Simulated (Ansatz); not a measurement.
**Geometry relaxation of Mo (part 1 of 2)**

Mo (2 atoms in the cell), computed with DFT r2SCAN, scalar-relativistic, plane waves, PAW, no spin polarisation (Ansatz 0.2.0).

The structure was made by swapping elements on the sites of another compound; it need not be a known phase. It belongs to a series of runs on one base structure; here: Ru -> Mo on all its sites, cell and atoms relaxed. Figures and captions count atoms from 1; the log counts them from 0 in places.

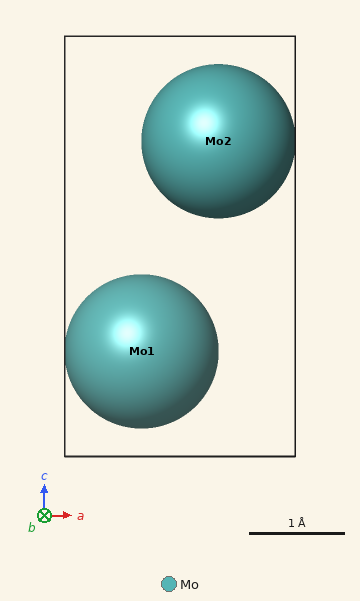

Fig. 1: The structure as given in the input (spheres-only view of the cell of the calculation, along the b axis; atoms are numbered from 1 in the order of the input). An atom can appear more than once, as a periodic image.

**Summary**

| quantity | value |
| --- | --- |
| outcome | converged |
| space group (tolerance 0.01 Å) | P6₃/mmc (194) |
| electrons treated | 28 |
| free energy | −9934.2333 eV |
| Fermi energy | 20.340 eV |
| gap on the k-point mesh | none (metallic) |
| pressure | 0.15 GPa |
| final volume | 31.87 Å³ |
| largest force (length of the vector) at the end | under 0.001 eV/Å |
| final cell | a = 2.730 Å, b = 2.730 Å, c = 4.937 Å, α = 90.00°, β = 90.00°, γ = 120.00° |
| hardware | 1 thread of Intel Xeon @ 2.50GHz (Skylake/Cascade Lake), 189 GiB of memory available, shared host |
| wall time | 65 s |
| peak memory | 0.45 GiB |

**Input file**
```yaml
crystal:
  lattice:
    - [2.8031451152, 0.0, 0.0]
    - [-1.4015725576, 2.4275948803, 0.0]
    - [0.0, 0.0, 4.4247628419]
  atoms:
    - { symbol: Mo, position: [0.3333333333, 0.6666666667, 0.25] }
    - { symbol: Mo, position: [0.6666666667, 0.3333333333, 0.75] }
basis:
  ecutwfc: 500
kpoints:
  mp_grid: { grid: [12, 12, 4] }
hamiltonian:
  xc: r2scan
scf:
  occupations: { method: gaussian, width: 0.1 }
output:
  forces: true
  stress: true
  eigenvalues: true
relax:
  adjacent_minimum: "off"
  f_tol: 0.05
  max_steps: 60
  cell: { stress_tol: 0.5 }
```

Run as:
```bash
ansatz run input.yaml --threads 1 --pin off --max-ram 2560MiB --backend cpu --events-out ev --progress --plain --runs-dir out
```

**Log**
```
Engine: ansatz 0.2.0, x86_64-unknown-linux-gnu
Pseudopotentials: kind: paw
Pseudopotential: Mo, paw, valence charge 14, recommended cutoff 500 eV (meta_gga), Mo.paw.azcp
Functional definition: r2SCAN
  parameter k0 = 0.174
  parameter k1 = 0.065
  parameter a1 = 4.9479
  exchange = r2scan_x(k0 = k0, k1 = k1, a1 = a1)
  correlation = r2scan_c
Crystal: 2 atoms, lattice volume = 30.110 Å³
Basis set: ecut = 500 eV, 761 PW (Γ), exchange–correlation on 96×96×144 points (64 copies of the dense FFT grid, shifted against one another)
Bands: 18, of which v1, the nominal top of the filled ones, is band 14 counted from 1 (13 counted from 0)
Symmetry: 24 space group operations
Space group: P63/mmc (ITA 194), of the structure as read, at distance tolerance 3.1e-5 Å
k-points: 57 of 576
Non-local potential: Mo, projectors of the file, l = 0: 3, l = 1: 2, l = 2: 2, l = 3: 1
PAW form: soft (Blöchl's): semilocal exchange-correlation on the pseudo side does not see the compensation charge
PAW frozen core: Mo, regenerated for the run's functional (the file was generated under x = pbe(κ = 0.804, μ = 0.2195149727645171), c = pbe(β = 0.06672455060314922))
PAW one-centre angular grid: Mo, 590 points (default); XC on 160 Gauss nodes
Initial density: superposition of atomic densities (neutral atoms: chi_scale 0, normalization atom), corrected by the library's trained network
Initial wavefunctions: pseudopotential atomic-orbital guess
Functional: x = r2scan, c = r2scan; τ floored in thin density (d = 2e-4 eV/Å³)
SCF iter   1: F=—  HF=-9934.013812 eV  |F-HF|=—  |Δ(HF+E_count)|=         —  Δρ=1.04e-2  dr2=1.10e-2  dr2_τ=2.25e-2  ethr=1.77e-3  ⟨swp⟩=5.0  Hψ=4749  notcnv=0
preconditioner: auto → none  [metal: Δε(μ)=0.066 eV  Ē_g=4.929 eV  σ=0.100 eV  W_gap=0.36  n_scr=8 (ndim 8)  ℏωp=23.4 eV  f_vac=0.000  D(μ)=2.46/eV (n_scr^D=22)  sad-step TF]
SCF iter   2: F=—  HF=-9934.021209 eV  |F-HF|=—  |Δ(HF+E_count)|=   7.40e-3  Δρ=6.28e-3  dr2=4.38e-3  dr2_τ=2.55e-4  ethr=3.92e-5  ⟨swp⟩=1.5  Hψ=1625  notcnv=0
SCF iter   3: F=—  HF=-9934.022337 eV  |F-HF|=—  |Δ(HF+E_count)|=   1.13e-3  Δρ=6.62e-4  dr2=7.69e-5  dr2_τ=3.04e-5  ethr=1.56e-5  ⟨swp⟩=2.7  Hψ=1704  notcnv=0
SCF iter   4: F=—  HF=-9934.022327 eV  |F-HF|=—  |Δ(HF+E_count)|=   1.03e-5  Δρ=2.20e-4  dr2=6.86e-6  dr2_τ=2.13e-6  ethr=2.75e-7  ⟨swp⟩=2.0  Hψ=1823  notcnv=0
SCF iter   5: F=—  HF=-9934.022330 eV  |F-HF|=—  |Δ(HF+E_count)|=   3.05e-6  Δρ=5.23e-5  dr2=4.41e-7  dr2_τ=9.48e-8  ethr=2.45e-8  ⟨swp⟩=2.0  Hψ=1658  notcnv=0
SCF iter   6: F=-9934.022331 eV  HF=-9934.022330 eV  |F-HF|=4.20e-8  |Δ(HF+E_count)|=   2.46e-7  Δρ=1.57e-5  dr2=2.30e-8  dr2_τ=8.18e-9  ethr=3.57e-10  ⟨swp⟩=5.1  Hψ=4485  notcnv=0
SCF 1 converged in 6 iterations: F = -9934.022331 eV  dr2 = 2.30e-8
  greatest PAW one-centre occupation: 0.997 electrons in one spin orbital (limit 2), on the Mo atom at site 1 (counted from 0), in its partial waves of l = 0
relax step   1: F+E_penalty+E_count = -9934.02233051 eV  Δ(F+E_penalty+E_count) = +0.000e0 eV  max|allowed force component| = 7.401e-17 eV/Å  Δτ_max = 0.0000 Å  P = +12.871 GPa  Ω = 30.110 Å³  (6 SCF iters, dr2 threshold 1.00e-7 eV, accepted)
Crystal: 2 atoms, lattice volume = 34.191 Å³
Basis set: ecut = 500 eV, 857 PW (Γ), exchange–correlation on 96×96×144 points (64 copies of the dense FFT grid, shifted against one another)
Initial density: handed on by an earlier stage of this run
Initial wavefunctions: those handed on with the density
iter 1 solved again at ethr=3.87e-5 eV; its pass at ethr=3.10e-3 eV (dr2=1.08e-2 eV) is discarded
SCF iter   1: F=—  HF=-9933.073672 eV  |F-HF|=—  |Δ(HF+E_count)|=         —  Δρ=5.78e-3  dr2=1.16e-2  dr2_τ=5.88e-1  ethr=3.87e-5  ⟨swp⟩=1.9  Hψ=6276  notcnv=0
preconditioner: auto → none  [metal: Δε(μ)=0.015 eV  Ē_g=4.128 eV  σ=0.100 eV  W_gap=0.08  n_scr=8 (ndim 8)  ℏωp=22.0 eV  f_vac=0.000  D(μ)=3.88/eV (n_scr^D=54)]
SCF iter   2: F=—  HF=-9933.930184 eV  |F-HF|=—  |Δ(HF+E_count)|=   8.57e-1  Δρ=6.55e-3  dr2=1.08e-2  dr2_τ=2.94e-3  ethr=3.87e-5  ⟨swp⟩=2.1  Hψ=2056  notcnv=0
SCF iter   3: F=—  HF=-9933.927660 eV  |F-HF|=—  |Δ(HF+E_count)|=   2.52e-3  Δρ=3.83e-3  dr2=2.68e-3  dr2_τ=5.17e-4  ethr=3.85e-5  ⟨swp⟩=2.1  Hψ=1477  notcnv=0
SCF iter   4: F=—  HF=-9933.928054 eV  |F-HF|=—  |Δ(HF+E_count)|=   3.94e-4  Δρ=1.44e-3  dr2=3.50e-4  dr2_τ=9.62e-5  ethr=9.58e-6  ⟨swp⟩=2.0  Hψ=1688  notcnv=0
SCF iter   5: F=—  HF=-9933.928825 eV  |F-HF|=—  |Δ(HF+E_count)|=   7.71e-4  Δρ=1.56e-3  dr2=7.99e-4  dr2_τ=7.74e-5  ethr=1.25e-6  ⟨swp⟩=2.1  Hψ=1733  notcnv=0
SCF iter   6: F=—  HF=-9933.928634 eV  |F-HF|=—  |Δ(HF+E_count)|=   1.91e-4  Δρ=8.43e-4  dr2=2.27e-4  dr2_τ=2.25e-5  ethr=1.25e-6  ⟨swp⟩=2.4  Hψ=1552  notcnv=0
SCF iter   7: F=—  HF=-9933.928568 eV  |F-HF|=—  |Δ(HF+E_count)|=   6.61e-5  Δρ=1.96e-4  dr2=1.21e-5  dr2_τ=1.12e-6  ethr=8.09e-7  ⟨swp⟩=2.7  Hψ=1701  notcnv=0
SCF iter   8: F=—  HF=-9933.928563 eV  |F-HF|=—  |Δ(HF+E_count)|=   4.45e-6  Δρ=4.13e-6  dr2=2.94e-9  dr2_τ=2.50e-9  ethr=7.14e-10  ⟨swp⟩=3.1  Hψ=4619  notcnv=0
SCF iter   9: F=-9933.928563 eV  HF=-9933.928563 eV  |F-HF|=4.55e-11  |Δ(HF+E_count)|=  8.00e-11  Δρ=6.09e-7  dr2=9.79e-11  dr2_τ=2.09e-11  ethr=1.05e-11  ⟨swp⟩=1.9  Hψ=2975  notcnv=0
the search or the solves at the SCF's close seem to have found levels that the self-consistency loop had missed (the run counts 1). By its estimate they hold under 1e-12 electrons; where the run keeps them, the occupations were computed again with them
SCF 2 converged in 9 iterations: F = -9933.928563 eV  dr2 = 9.79e-11
relax step   2: F+E_penalty+E_count = -9933.92856314 eV  Δ(F+E_penalty+E_count) = +9.377e-2 eV  max|allowed force component| = 6.361e-17 eV/Å  Δτ_max = 0.0000 Å  P = -16.936 GPa  Ω = 34.191 Å³  energy of the carried Pulay correction = -1.886e-3 eV  (9 SCF iters, dr2 threshold 2.00e-7 eV, rejected (line search))
Crystal: 2 atoms, lattice volume = 31.694 Å³
Basis set: ecut = 500 eV, 785 PW (Γ), exchange–correlation on 96×96×144 points (64 copies of the dense FFT grid, shifted against one another)
iter 1 solved again at ethr=2.93e-6 eV; its pass at ethr=3.10e-3 eV (dr2=8.19e-4 eV) is discarded
SCF iter   1: F=—  HF=-9933.844645 eV  |F-HF|=—  |Δ(HF+E_count)|=         —  Δρ=2.36e-3  dr2=8.28e-4  dr2_τ=1.94e-1  ethr=2.93e-6  ⟨swp⟩=1.9  Hψ=6800  notcnv=0
preconditioner: auto → none  [metal: Δε(μ)=0.034 eV  Ē_g=4.674 eV  σ=0.100 eV  W_gap=0.19  n_scr=8 (ndim 8)  ℏωp=22.8 eV  f_vac=0.000  D(μ)=3.01/eV (n_scr^D=34)]
SCF iter   2: F=—  HF=-9934.078666 eV  |F-HF|=—  |Δ(HF+E_count)|=   2.34e-1  Δρ=2.08e-3  dr2=4.68e-4  dr2_τ=1.16e-4  ethr=2.93e-6  ⟨swp⟩=3.0  Hψ=2222  notcnv=0
SCF iter   3: F=—  HF=-9934.079480 eV  |F-HF|=—  |Δ(HF+E_count)|=   8.14e-4  Δρ=8.38e-4  dr2=8.21e-5  dr2_τ=2.21e-5  ethr=1.67e-6  ⟨swp⟩=2.5  Hψ=1683  notcnv=0
SCF iter   4: F=—  HF=-9934.079620 eV  |F-HF|=—  |Δ(HF+E_count)|=   1.40e-4  Δρ=1.03e-4  dr2=2.22e-6  dr2_τ=1.80e-6  ethr=2.93e-7  ⟨swp⟩=2.0  Hψ=1717  notcnv=0
SCF iter   5: F=—  HF=-9934.079625 eV  |F-HF|=—  |Δ(HF+E_count)|=   5.60e-6  Δρ=4.20e-5  dr2=3.19e-7  dr2_τ=1.06e-7  ethr=7.92e-9  ⟨swp⟩=2.0  Hψ=1710  notcnv=0
SCF iter   6: F=—  HF=-9934.079625 eV  |F-HF|=—  |Δ(HF+E_count)|=   2.48e-7  Δρ=1.46e-5  dr2=3.44e-8  dr2_τ=1.08e-8  ethr=1.14e-9  ⟨swp⟩=2.4  Hψ=1648  notcnv=0
SCF iter   7: F=-9934.079625 eV  HF=-9934.079625 eV  |F-HF|=2.22e-9  |Δ(HF+E_count)|=   4.81e-8  Δρ=3.17e-6  dr2=1.28e-9  dr2_τ=4.63e-10  ethr=7.14e-12  ⟨swp⟩=2.9  Hψ=4272  notcnv=0
SCF 3 converged in 7 iterations: F = -9934.079625 eV  dr2 = 1.28e-9
relax step   3: F+E_penalty+E_count = -9934.07962547 eV  Δ(F+E_penalty+E_count) = -5.729e-2 eV  max|allowed force component| = 2.776e-17 eV/Å  Δτ_max = 0.0000 Å  P = -1.103 GPa  Ω = 31.694 Å³  energy of the carried Pulay correction = -7.581e-4 eV  (7 SCF iters, accepted)
Crystal: 2 atoms, lattice volume = 31.589 Å³
iter 1 solved again at ethr=9.30e-7 eV; its pass at ethr=3.10e-3 eV (dr2=2.60e-4 eV) is discarded
SCF iter   1: F=—  HF=-9934.080718 eV  |F-HF|=—  |Δ(HF+E_count)|=         —  Δρ=1.24e-3  dr2=3.67e-4  dr2_τ=1.34e-3  ethr=9.30e-7  ⟨swp⟩=2.9  Hψ=6198  notcnv=0
preconditioner: auto → none  [metal: Δε(μ)=0.026 eV  Ē_g=4.665 eV  σ=0.100 eV  W_gap=0.14  n_scr=8 (ndim 8)  ℏωp=22.9 eV  f_vac=0.000  D(μ)=3.37/eV (n_scr^D=36)]
SCF iter   2: F=—  HF=-9934.082014 eV  |F-HF|=—  |Δ(HF+E_count)|=   1.30e-3  Δρ=4.46e-4  dr2=1.77e-5  dr2_τ=7.69e-6  ethr=9.30e-7  ⟨swp⟩=2.0  Hψ=1772  notcnv=0
SCF iter   3: F=—  HF=-9934.082026 eV  |F-HF|=—  |Δ(HF+E_count)|=   1.22e-5  Δρ=2.50e-4  dr2=5.48e-6  dr2_τ=3.99e-7  ethr=6.33e-8  ⟨swp⟩=1.7  Hψ=1246  notcnv=0
SCF iter   4: F=-9934.082031 eV  HF=-9934.082031 eV  |F-HF|=1.20e-7  |Δ(HF+E_count)|=   4.93e-6  Δρ=2.37e-5  dr2=1.68e-7  dr2_τ=6.16e-8  ethr=7.14e-10  ⟨swp⟩=3.0  Hψ=4274  notcnv=0
SCF 4 converged in 4 iterations: F = -9934.082031 eV  dr2 = 1.68e-7
relax step   4: F+E_penalty+E_count = -9934.08203101 eV  Δ(F+E_penalty+E_count) = -2.406e-3 eV  max|allowed force component| = 4.163e-17 eV/Å  Δτ_max = 0.0000 Å  P = -0.248 GPa  Ω = 31.589 Å³  energy of the carried Pulay correction = -7.052e-4 eV  (4 SCF iters, dr2 threshold 2.00e-7 eV, accepted)
Crystal: 2 atoms, lattice volume = 30.993 Å³
Basis set: ecut = 500 eV, 749 PW (Γ), exchange–correlation on 96×96×144 points (64 copies of the dense FFT grid, shifted against one another)
iter 1 solved again at ethr=1.82e-4 eV; its pass at ethr=3.10e-3 eV (dr2=5.09e-2 eV) is discarded
SCF iter   1: F=—  HF=-9934.045710 eV  |F-HF|=—  |Δ(HF+E_count)|=         —  Δρ=1.57e-2  dr2=5.13e-2  dr2_τ=1.26e-1  ethr=1.82e-4  ⟨swp⟩=1.0  Hψ=6655  notcnv=0
preconditioner: auto → Kerker (q_TF=auto, 2.683 Å⁻¹)  [metal: Δε(μ)=0.009 eV  Ē_g=4.802 eV  σ=0.100 eV  W_gap=0.05  n_scr=10 (ndim 8)  ℏωp=23.1 eV  f_vac=0.000  D(μ)=2.12/eV (n_scr^D=22)]
SCF iter   2: F=—  HF=-9934.147303 eV  |F-HF|=—  |Δ(HF+E_count)|=   1.02e-1  Δρ=9.85e-3  dr2=1.31e-2  dr2_τ=8.08e-4  ethr=1.82e-4  ⟨swp⟩=2.1  Hψ=1917  notcnv=0
SCF iter   3: F=—  HF=-9934.152184 eV  |F-HF|=—  |Δ(HF+E_count)|=   4.88e-3  Δρ=2.77e-3  dr2=1.64e-3  dr2_τ=1.33e-4  ethr=4.70e-5  ⟨swp⟩=2.1  Hψ=1464  notcnv=0
SCF iter   4: F=—  HF=-9934.152412 eV  |F-HF|=—  |Δ(HF+E_count)|=   2.28e-4  Δρ=6.37e-4  dr2=9.12e-5  dr2_τ=5.96e-6  ethr=5.87e-6  ⟨swp⟩=2.4  Hψ=1571  notcnv=0
SCF iter   5: F=—  HF=-9934.152419 eV  |F-HF|=—  |Δ(HF+E_count)|=   7.06e-6  Δρ=1.69e-4  dr2=9.41e-6  dr2_τ=2.63e-7  ethr=3.26e-7  ⟨swp⟩=1.2  Hψ=1153  notcnv=0
SCF iter   6: F=—  HF=-9934.152418 eV  |F-HF|=—  |Δ(HF+E_count)|=   5.38e-7  Δρ=4.96e-5  dr2=5.05e-7  dr2_τ=3.90e-8  ethr=3.36e-8  ⟨swp⟩=2.1  Hψ=1666  notcnv=0
SCF iter   7: F=-9934.152418 eV  HF=-9934.152418 eV  |F-HF|=7.45e-9  |Δ(HF+E_count)|=   2.24e-7  Δρ=1.30e-5  dr2=4.86e-8  dr2_τ=1.99e-9  ethr=7.14e-10  ⟨swp⟩=5.0  Hψ=4019  notcnv=0
SCF 5 converged in 7 iterations: F = -9934.152418 eV  dr2 = 4.86e-8
relax step   5: F+E_penalty+E_count = -9934.15241844 eV  Δ(F+E_penalty+E_count) = -7.039e-2 eV  max|allowed force component| = 1.453e-17 eV/Å  Δτ_max = 0.0000 Å  P = +6.170 GPa  Ω = 30.993 Å³  energy of the carried Pulay correction = -3.853e-4 eV  (7 SCF iters, dr2 threshold 2.00e-7 eV, accepted)
Crystal: 2 atoms, lattice volume = 30.974 Å³
iter 1 solved again at ethr=9.82e-5 eV; its pass at ethr=3.10e-3 eV (dr2=2.75e-2 eV) is discarded
SCF iter   1: F=—  HF=-9934.095869 eV  |F-HF|=—  |Δ(HF+E_count)|=         —  Δρ=1.04e-2  dr2=2.79e-2  dr2_τ=1.26e-1  ethr=9.82e-5  ⟨swp⟩=1.0  Hψ=6723  notcnv=0
preconditioner: auto → none  [metal: Δε(μ)=0.047 eV  Ē_g=4.867 eV  σ=0.100 eV  W_gap=0.25  n_scr=4 (ndim 8)  ℏωp=23.1 eV  f_vac=0.000  D(μ)=2.25/eV (n_scr^D=22)]
SCF iter   2: F=—  HF=-9934.206447 eV  |F-HF|=—  |Δ(HF+E_count)|=   1.11e-1  Δρ=5.19e-3  dr2=2.83e-3  dr2_τ=5.89e-4  ethr=9.82e-5  ⟨swp⟩=2.1  Hψ=1888  notcnv=0
SCF iter   3: F=—  HF=-9934.207525 eV  |F-HF|=—  |Δ(HF+E_count)|=   1.08e-3  Δρ=2.95e-3  dr2=7.76e-4  dr2_τ=4.05e-5  ethr=1.01e-5  ⟨swp⟩=1.6  Hψ=1288  notcnv=0
SCF iter   4: F=—  HF=-9934.208151 eV  |F-HF|=—  |Δ(HF+E_count)|=   6.26e-4  Δρ=3.41e-4  dr2=3.29e-5  dr2_τ=9.02e-6  ethr=2.77e-6  ⟨swp⟩=2.6  Hψ=1757  notcnv=0
SCF iter   5: F=—  HF=-9934.208137 eV  |F-HF|=—  |Δ(HF+E_count)|=   1.42e-5  Δρ=1.17e-4  dr2=3.57e-6  dr2_τ=2.13e-7  ethr=1.18e-7  ⟨swp⟩=2.2  Hψ=1685  notcnv=0
SCF iter   6: F=-9934.208136 eV  HF=-9934.208136 eV  |F-HF|=4.17e-10  |Δ(HF+E_count)|=   7.79e-7  Δρ=1.68e-5  dr2=6.88e-8  dr2_τ=3.14e-9  ethr=7.14e-10  ⟨swp⟩=3.0  Hψ=4251  notcnv=0
SCF 6 converged in 6 iterations: F = -9934.208136 eV  dr2 = 6.88e-8
relax step   6: F+E_penalty+E_count = -9934.20813604 eV  Δ(F+E_penalty+E_count) = -5.572e-2 eV  max|allowed force component| = 5.320e-17 eV/Å  Δτ_max = 0.0000 Å  P = +8.106 GPa  Ω = 30.974 Å³  energy of the carried Pulay correction = -3.357e-4 eV  (6 SCF iters, dr2 threshold 2.00e-7 eV, accepted)
Crystal: 2 atoms, lattice volume = 34.762 Å³
Basis set: ecut = 500 eV, 871 PW (Γ), exchange–correlation on 96×96×144 points (64 copies of the dense FFT grid, shifted against one another)
iter 1 solved again at ethr=3.67e-5 eV; its pass at ethr=3.10e-3 eV (dr2=1.03e-2 eV) is discarded
```
